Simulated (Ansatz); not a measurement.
Geometry relaxation of Li15H17 (charge +1) (part 2 of 2)

The same run, continued: Li15H17 (defect cell, 32 atoms in the cell, total charge +1); DFT PBE, scalar-relativistic, plane waves, PAW, spin-polarised (Ansatz 0.2.0); cutoff 420 eV, 2×2×2 k-mesh, Gaussian smearing of 0.01 eV, collinear spins. The structure derives from a Materials Project entry. It belongs to a series of runs on one base structure; here: H on a Li site (a), charge +1, atoms relaxed at the host's cell.

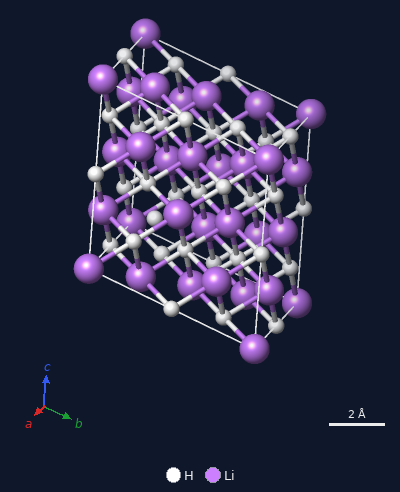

Figure 1. The geometry at step 1 of the log (ball-and-stick view of the cell of the calculation, seen slightly off an axis).

### What the program printed, continued
```
relax step   2: F+E_penalty+E_count = -3349.53387238 eV  Δ(F+E_penalty+E_count) = -4.061e-3 eV  max|allowed force component| = 1.866e-3 eV/Å  Δτ_max = 0.0291 Å  (7 SCF iters, accepted)
SCF converged after 7 iterations
Magnetization: 1.0000 μB (31.0000 up, 30.0000 down)
Absolute magnetization: 1.0634 μB (∫|ρ↑−ρ↓|, with the PAW one-centre terms)
Spin contamination: 0.0028 ħ² per cell (⟨S²⟩ above its minimum at these occupations)
Per-site moments (μB) at R_I (Å): [(-0.011584000941697727, 0.8019219514825707), (0.0011952135922644214, 0.817595397092153), (0.0011952135922644205, 0.817595397092153), (-0.0004251583739960603, 0.8264643857456251), (0.001195213592264414, 0.817595397092153), (0.001195213592264398, 0.8175953970921529), (0.0011952135922644247, 0.8175953970921526), (-0.0004251583739960834, 0.8264643857456251), (0.0011952135922643965, 0.8175953970921528), (0.001195213592264428, 0.8175953970921526), (0.001195213592264426, 0.8175953970921528), (-0.0004251583739961201, 0.8264643857456251), (0.0011952135922644262, 0.8175953970921529), (0.0011952135922644411, 0.8175953970921529), (0.0011952135922643887, 0.8175953970921532), (0.0011952135922643902, 0.8175953970921528), (0.06053482134714978, 0.801921951482571), (0.06117892927032394, 0.8264643857456251), (0.06053482134714971, 0.8019219514825707), (0.061178929270323944, 0.8264643857456251), (0.02141852022014661, 0.8265627456977441), (0.06053482134714975, 0.8019219514825708), (0.0605348213471498, 0.8019219514825707), (0.06117892927032394, 0.8264643857456251), (0.06117892927032387, 0.8264643857456251), (0.02141852022014661, 0.826562745697744), (0.06117892927032404, 0.8264643857456251), (0.0605348213471498, 0.8019219514825707), (0.060534821347149825, 0.8019219514825707), (0.021418520220146613, 0.8265627456977441), (0.061178929270323965, 0.8264643857456251), (0.02141852022014662, 0.8265627456977441)]
Free energy (F): -3349.533872 eV
Harris-Foulkes:  -3349.533872 eV  (|F-HF|=2.65e-10)
Internal energy: -3349.531944 eV  (E = F + TS)
E sigma→0 (E₀):  -3349.532908 eV
Entropy (-TS):   -0.001928 eV (-0.060 meV/atom)
Fermi energy:    0.441228 eV
--- Per-component energies (eV) ---
  E_band       = -1366.441756
  E_kinetic    = 547.555309
  E_local      = -1907.955509  (includes V_loc(G=0)·N_el)
  E_nonlocal   = -474.826792
  E_hartree    = 533.763919
  E_xc         = -308.151348
  E_vxc        = -397.732715  (∫ρ·V_xc dr)
  E_paw        = -323.493732  (= ΣΔE_a)
  E_vpaw       = -200.991143  (= ΣTr[D̂ρ^β])
  E_aug_tail   = -0.018763  (compensation charges beyond the density's cutoff)
  E_ewald      = -1416.405028
  E_smearing   = -0.001928  (= −TS)
  E_closure    = 0.000000  (closes the sum)
  E_deformation_potential = 11.597717  (in the stress; not in F)
  Σ components = -3349.533872   (vs F -3349.533872, Δ=0.00e0)
--- Forces (eV/Å), atoms counted from 1 ---
  atom   1  H      0.00000000    -0.00000000     0.00000000
  atom   2  Li     0.00186629    -0.00000000     0.00186629
  atom   3  Li    -0.00186629     0.00186629     0.00000000
  atom   4  Li    -0.00000000    -0.00000000    -0.00000000
  atom   5  Li     0.00000000     0.00186629     0.00186629
  atom   6  Li    -0.00186629     0.00000000    -0.00186629
  atom   7  Li    -0.00186629    -0.00186629    -0.00000000
  atom   8  Li     0.00000000    -0.00000000    -0.00000000
  atom   9  Li     0.00186629    -0.00000000    -0.00186629
  atom  10  Li    -0.00000000    -0.00186629     0.00186629
  atom  11  Li     0.00186629    -0.00186629    -0.00000000
  atom  12  Li    -0.00000000    -0.00000000     0.00000000
  atom  13  Li    -0.00186629     0.00000000     0.00186629
  atom  14  Li     0.00000000     0.00186629    -0.00186629
  atom  15  Li     0.00186629     0.00186629     0.00000000
  atom  16  Li    -0.00000000    -0.00186629    -0.00186629
  atom  17  H      0.00007721     0.00000000    -0.00000000
  atom  18  H     -0.00000000    -0.00000000     0.00000000
  atom  19  H     -0.00000000     0.00007721    -0.00000000
  atom  20  H     -0.00000000     0.00000000    -0.00000000
  atom  21  H     -0.00000000    -0.00000000    -0.00000000
  atom  22  H     -0.00000000    -0.00000000    -0.00007721
  atom  23  H      0.00000000    -0.00007721    -0.00000000
  atom  24  H      0.00000000    -0.00000000    -0.00000000
  atom  25  H      0.00000000     0.00000000    -0.00000000
  atom  26  H     -0.00000000    -0.00000000    -0.00000000
  atom  27  H      0.00000000     0.00000000    -0.00000000
  atom  28  H     -0.00007721    -0.00000000    -0.00000000
  atom  29  H      0.00000000    -0.00000000     0.00007721
  atom  30  H     -0.00000000     0.00000000    -0.00000000
  atom  31  H     -0.00000000    -0.00000000    -0.00000000
  atom  32  H     -0.00000000    -0.00000000    -0.00000000
  max |Σ_I F_I| component: 8.54e-19 eV/Å
--- Charged-cell corrections in eV (Makov–Payne, q = +1.000 e, ε = 14.936) ---
  F (periodic)     = -3349.533872  (uncorrected; the corrections below are reported, never added to it)
  E_corr1          = +0.218893  (monopole, q²α_M/2εL)
  F Makov-Payne    = -3349.314980  (F + E_corr1; no measured alignment; for a localised charge, not one spread in a band: unchecked)
  no potential alignment in this run, which stands beside a crystal: run the host's input off ansatz write-host-input, and read the two finished runs by ansatz place-levels (neither reads a slab, a wire or a sheet, whose cell leaves a vacuum)
--- Band table (eV) ---
  k-point 0 ↑: bands = ["-43.6232", "-43.6232", "-43.6232", "-43.6091", "-43.5971", "-43.5971", "-43.5971", "-43.5859", "-43.5859", "-43.5859", "-43.5838", "-43.5838", "-43.5837", "-43.5837", "-43.5837", "-4.8031", "-3.8069", "-3.8069", "-3.8069", "-1.7314", "-1.2418", "-1.2418", "-1.2418", "-1.1925", "-1.1925", "-1.1673", "-1.1673", "-1.1673", "-1.1379", "-1.1379", "-1.1379", "1.9699", "6.0077", "6.0077", "6.0869", "6.0869", "6.0869", "6.1844", "6.1844", "6.1844", "6.3109", "6.3109", "6.3109", "7.4915", "9.4644", "9.4644", "9.5643", "9.5643", "9.5643", "9.5977", "9.5977", "9.5977", "9.8685", "9.9444", "9.9444", "9.9444", "10.3871", "10.3871", "10.3871", "12.0475", "13.1421", "13.1421", "13.1421", "13.1581"]
  k-point 1 ↑: bands = ["-43.6331", "-43.6174", "-43.6154", "-43.6029", "-43.6029", "-43.5997", "-43.5918", "-43.5918", "-43.5918", "-43.5910", "-43.5867", "-43.5819", "-43.5813", "-43.5813", "-43.5773", "-4.9935", "-3.7409", "-3.0694", "-3.0129", "-3.0129", "-2.2331", "-2.0794", "-2.0794", "-2.0698", "-1.4656", "-0.7555", "-0.7456", "-0.6827", "-0.6827", "0.2624", "0.3098", "2.0975", "4.3405", "4.3405", "6.3370", "6.3585", "6.3585", "6.4825", "6.5370", "6.5928", "6.7080", "6.7080", "7.1418", "7.1877", "7.2365", "7.2365", "8.2577", "8.8395", "8.8395", "10.0320", "10.2038", "10.2038", "10.8349", "11.0214", "11.0467", "11.1811", "11.1811", "11.9184", "11.9184", "11.9554", "12.0049", "12.2376", "12.2376", "12.2748"]
  k-point 0 ↓: bands = ["-43.6262", "-43.6262", "-43.6262", "-43.6089", "-43.5985", "-43.5985", "-43.5985", "-43.5857", "-43.5857", "-43.5857", "-43.5836", "-43.5836", "-43.5836", "-43.5836", "-43.5836", "-4.7085", "-3.6740", "-3.6740", "-3.6740", "-1.6845", "-1.0648", "-1.0648", "-1.0648", "-1.0401", "-1.0401", "-1.0401", "-0.9810", "-0.9810", "-0.9212", "-0.9212", "-0.9212", "2.0040", "6.0545", "6.0545", "6.1314", "6.1314", "6.1314", "6.2330", "6.2330", "6.2330", "6.3490", "6.3490", "6.3490", "7.5174", "9.5308", "9.5308", "9.6267", "9.6267", "9.6267", "9.6282", "9.6282", "9.6282", "9.9208", "10.0078", "10.0078", "10.0078", "10.4551", "10.4551", "10.4551", "12.0611", "13.1742", "13.1742", "13.1742", "13.2245"]
  k-point 1 ↓: bands = ["-43.6352", "-43.6213", "-43.6195", "-43.6028", "-43.6028", "-43.6016", "-43.5916", "-43.5916", "-43.5916", "-43.5914", "-43.5870", "-43.5820", "-43.5812", "-43.5812", "-43.5772", "-4.8910", "-3.6179", "-2.9033", "-2.9009", "-2.9009", "-2.0528", "-2.0099", "-1.8853", "-1.8853", "-1.3131", "-0.5321", "-0.5321", "-0.5300", "-0.5235", "0.4382", "0.5837", "2.1439", "4.3557", "4.3557", "6.3588", "6.3951", "6.3951", "6.5471", "6.5669", "6.6159", "6.7279", "6.7279", "7.1902", "7.2519", "7.2870", "7.2870", "8.3172", "8.8626", "8.8626", "10.1497", "10.3035", "10.3035", "10.9186", "11.0356", "11.0715", "11.2083", "11.2083", "12.0067", "12.0067", "12.0229", "12.0451", "12.2861", "12.2861", "12.3069"]
--- Relaxed structure (2 steps of the walk, 2 accepted, 0 SCFs on fresh bases) ---
  F+E_penalty+E_count = -3349.53387238 eV   max|allowed force component| = 1.866e-3 eV/Å
  atoms:
    - { symbol: H, position: [0.5, 0.25, 0.25] }
    - { symbol: Li, position: [0.5000000000000001, 0.0027274073874815246, 0.49727259261251855] }
    - { symbol: Li, position: [0.2527274073874815, 0.49727259261251855, 0.25] }
    - { symbol: Li, position: [0.5, 0.75, 0.75] }
    - { symbol: Li, position: [0.2527274073874815, 0.25000000000000006, 0.49727259261251855] }
    - { symbol: Li, position: [0.5, 0.4972725926125185, 0.002727407387481507] }
    - { symbol: Li, position: [0.2527274073874817, 0.0027274073874815064, 0.7554548147749631] }
    - { symbol: Li, position: [0.0, 0.75, 0.25] }
    - { symbol: Li, position: [-0.005454814774963021, 0.4972725926125185, 0.4972725926125185] }
    - { symbol: Li, position: [0.25272740738748156, 0.7554548147749631, 0.002727407387481562] }
    - { symbol: Li, position: [0.7472725926125185, 1.0027274073874815, 0.25] }
    - { symbol: Li, position: [0.0, 0.25, 0.75] }
    - { symbol: Li, position: [0.005454814774963013, 0.0027274073874815064, 0.002727407387481507] }
    - { symbol: Li, position: [0.7472725926125185, 0.7445451852250371, 0.4972725926125185] }
    - { symbol: Li, position: [0.7472725926125187, 0.49727259261251855, 0.7445451852250371] }
    - { symbol: Li, position: [0.7472725926125185, 0.25, 0.0027274073874815064] }
    - { symbol: H, position: [0.7425760762694837, 0.25, 0.4925760762694837] }
    - { symbol: H, position: [0.75, 2.7057027735489283e-20, 0.75] }
    - { symbol: H, position: [0.5, 0.49257607626948363, 0.49257607626948363] }
    - { symbol: H, position: [0.75, 0.75, 5.522856934875616e-35] }
    - { symbol: H, position: [0.5, 0.25, 0.75] }
    - { symbol: H, position: [0.7425760762694837, 0.4925760762694837, 0.25] }
    - { symbol: H, position: [0.5, 0.0074239237305163686, 0.0074239237305163686] }
    - { symbol: H, position: [0.25, 0.75, 0.5] }
    - { symbol: H, position: [0.25, 0.5, 0.75] }
    - { symbol: H, position: [0.5, 0.75, 0.25] }
    - { symbol: H, position: [0.0, 0.0, 0.5] }
    - { symbol: H, position: [0.25742392373051637, 0.25, 0.007423923730516374] }
    - { symbol: H, position: [0.25742392373051637, 0.007423923730516362, 0.25] }
    - { symbol: H, position: [2.705702773548939e-20, 0.75, 0.75] }
    - { symbol: H, position: [0.0, 0.5, 0.0] }
    - { symbol: H, position: [2.70570277354894e-20, 0.25, 0.25] }
--- Löwdin populations: 32 sites ---
  site symbol       q [e]    m [muB]
     0      H      0.8113    -0.0183
     1     Li      2.3690    -0.0028
     2     Li      2.3690    -0.0028
     3     Li      2.3805    -0.0060
     4     Li      2.3690    -0.0028
     5     Li      2.3690    -0.0028
     6     Li      2.3690    -0.0028
     7     Li      2.3805    -0.0060
     8     Li      2.3690    -0.0028
     9     Li      2.3690    -0.0028
    10     Li      2.3690    -0.0028
    11     Li      2.3805    -0.0060
    12     Li      2.3690    -0.0028
    13     Li      2.3690    -0.0028
    14     Li      2.3690    -0.0028
    15     Li      2.3690    -0.0028
    16      H      1.4590     0.0813
    17      H      1.5115     0.0808
    18      H      1.4590     0.0813
    19      H      1.5115     0.0808
    20      H      1.5286     0.0277
    21      H      1.4590     0.0813
    22      H      1.4590     0.0813
    23      H      1.5115     0.0808
    24      H      1.5115     0.0808
    25      H      1.5286     0.0277
    26      H      1.5115     0.0808
    27      H      1.4590     0.0813
    28      H      1.4590     0.0813
    29      H      1.5286     0.0277
    30      H      1.5115     0.0808
    31      H      1.5286     0.0277
  spilling = 0.011166 (of n_electrons = 61.000000)
```

### Trajectory as extended XYZ (Å, eV, eV/Å), 2 frames, from step=1 to step=2
```
32
Lattice="4.0071 -4.0071 -4.0071 -4.0071 4.0071 -4.0071 4.0071 4.0071 4.0071" Properties=species:S:1:pos:R:3:forces:R:3 step=1 energy=-3349.52981
H     2.0036    0.0000   -2.0036    0.0000   0.0000   0.0000
Li    3.9878    0.0000   -0.0193   -0.0048   0.0000  -0.0048
Li    0.0193    1.9843   -2.0036    0.0048  -0.0048   0.0000
Li    2.0036    4.0071   -2.0036    0.0000   0.0000   0.0000
Li    2.0036    1.9843   -0.0193    0.0000  -0.0048  -0.0048
Li    0.0193    0.0000   -3.9878    0.0048   0.0000   0.0048
Li    4.0264    2.0228    2.0036    0.0048   0.0048   0.0000
Li   -2.0036    4.0071   -2.0036    0.0000   0.0000   0.0000
Li   -0.0193    4.0071    0.0193   -0.0048   0.0000   0.0048
Li   -2.0036    2.0228   -4.0264    0.0000   0.0048  -0.0048
Li   -0.0193    2.0228   -6.0107   -0.0048   0.0048   0.0000
Li    2.0036    4.0071    2.0036    0.0000   0.0000   0.0000
Li    0.0193    0.0000   -0.0193    0.0048   0.0000  -0.0048
Li    2.0036    1.9843   -3.9878    0.0000  -0.0048   0.0048
Li    3.9878    1.9843   -2.0036   -0.0048  -0.0048   0.0000
Li    2.0036   -1.9843   -3.9878    0.0000   0.0048   0.0048
H     3.9767    0.0000   -2.0036   -0.0459   0.0000   0.0000
H     6.0107    0.0000    0.0000    0.0000   0.0000   0.0000
H     2.0036    1.9731   -2.0036    0.0000  -0.0459   0.0000
H     0.0000    0.0000   -6.0107    0.0000   0.0000   0.0000
H     4.0071    2.0036    0.0000    0.0000   0.0000   0.0000
H     2.0036    0.0000   -3.9767    0.0000   0.0000   0.0459
H     2.0036   -1.9731   -2.0036    0.0000   0.0459   0.0000
H     0.0000    4.0071   -2.0036    0.0000   0.0000   0.0000
H     2.0036    4.0071    0.0000    0.0000   0.0000   0.0000
H     0.0000    2.0036   -4.0071    0.0000   0.0000   0.0000
H     2.0036    2.0036    2.0036    0.0000   0.0000   0.0000
H     0.0304    0.0000   -2.0036    0.0459   0.0000   0.0000
H     2.0036    0.0000   -0.0304    0.0000   0.0000  -0.0459
H     0.0000    6.0107    0.0000    0.0000   0.0000   0.0000
H    -2.0036    2.0036   -2.0036    0.0000   0.0000   0.0000
H     0.0000    2.0036    0.0000    0.0000   0.0000   0.0000
32
Lattice="4.0071 -4.0071 -4.0071 -4.0071 4.0071 -4.0071 4.0071 4.0071 4.0071" Properties=species:S:1:pos:R:3:forces:R:3 step=2 energy=-3349.53387
H     2.0036    0.0000   -2.0036    0.0000   0.0000   0.0000
Li    3.9852    0.0000   -0.0219    0.0019   0.0000   0.0019
Li    0.0219    1.9817   -2.0036   -0.0019   0.0019   0.0000
Li    2.0036    4.0071   -2.0036    0.0000   0.0000   0.0000
Li    2.0036    1.9817   -0.0219    0.0000   0.0019   0.0019
Li    0.0219    0.0000   -3.9852   -0.0019   0.0000  -0.0019
Li    4.0290    2.0254    2.0036   -0.0019  -0.0019   0.0000
Li   -2.0036    4.0071   -2.0036    0.0000   0.0000   0.0000
Li   -0.0219    4.0071    0.0219    0.0019   0.0000  -0.0019
Li   -2.0036    2.0254   -4.0290    0.0000  -0.0019   0.0019
Li   -0.0219    2.0254   -6.0107    0.0019  -0.0019   0.0000
Li    2.0036    4.0071    2.0036    0.0000   0.0000   0.0000
Li    0.0219    0.0000   -0.0219   -0.0019   0.0000   0.0019
Li    2.0036    1.9817   -3.9852    0.0000   0.0019  -0.0019
Li    3.9852    1.9817   -2.0036    0.0019   0.0019   0.0000
Li    2.0036   -1.9817   -3.9852    0.0000  -0.0019  -0.0019
H     3.9476    0.0000   -2.0036    0.0001   0.0000   0.0000
H     6.0107    0.0000    0.0000    0.0000   0.0000   0.0000
H     2.0036    1.9441   -2.0036    0.0000   0.0001   0.0000
H     0.0000    0.0000   -6.0107    0.0000   0.0000   0.0000
H     4.0071    2.0036    0.0000    0.0000   0.0000   0.0000
H     2.0036    0.0000   -3.9476    0.0000   0.0000  -0.0001
H     2.0036   -1.9441   -2.0036    0.0000  -0.0001   0.0000
H     0.0000    4.0071   -2.0036    0.0000   0.0000   0.0000
H     2.0036    4.0071    0.0000    0.0000   0.0000   0.0000
H     0.0000    2.0036   -4.0071    0.0000   0.0000   0.0000
H     2.0036    2.0036    2.0036    0.0000   0.0000   0.0000
H     0.0595    0.0000   -2.0036   -0.0001   0.0000   0.0000
H     2.0036    0.0000   -0.0595    0.0000   0.0000   0.0001
H     0.0000    6.0107    0.0000    0.0000   0.0000   0.0000
H    -2.0036    2.0036   -2.0036    0.0000   0.0000   0.0000
H     0.0000    2.0036    0.0000    0.0000   0.0000   0.0000
```

### Key numbers

```json
{"quantity": "outcome", "value": "converged"}
{"quantity": "electrons treated", "value": "61"}
{"quantity": "free energy", "value": "−3349.5339 eV"}
{"quantity": "Fermi energy", "value": "0.441 eV"}
{"quantity": "gap on the k-point mesh", "value": "none (metallic)"}
{"quantity": "net moment of the cell", "value": "1.00 μB"}
{"quantity": "integrated absolute moment", "value": "1.06 μB"}
{"quantity": "final volume", "value": "257.37 Å³"}
{"quantity": "largest force (length of the vector) at the end", "value": "0.003 eV/Å"}
{"quantity": "hardware", "value": "4 threads of Intel Xeon (Sapphire Rapids), 128 GiB of memory available, shared host"}
{"quantity": "wall time", "value": "5.8 s (CPU time 19 s)"}
{"quantity": "peak memory", "value": "0.65 GiB"}
```

Warnings of the run: some starting moments were not kept. The k-point mesh is coarse for a cell of this size, so the results may not be converged.
